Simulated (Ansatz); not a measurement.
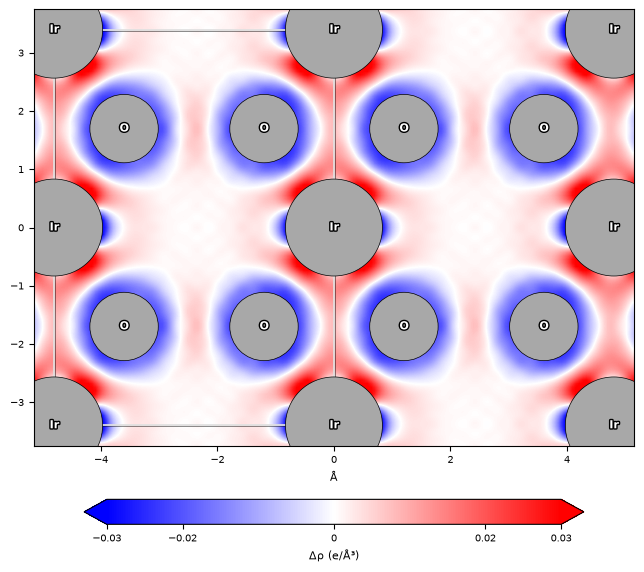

Ir2O3. Difference of the valence pseudo-densities of two functionals at the same geometry, on the (101) plane of the calculation cell: one of PBE and r2SCAN less the other.

Both computed with Ansatz (plane waves, PAW), on the same k-point mesh. Grey discs cover the atomic cores.

Q: Which was subtracted from which, and what does the map show?

A: It is PBE less r2SCAN. Against r2SCAN, PBE gives more density around Ir (+0.007 e/Å³ on average at 1.0 Å from the nucleus), less density around O (−0.014 e/Å³ on average at 0.7 Å from the nucleus) and a change of +0.015 e/Å³ at the midpoint of Ir–O.
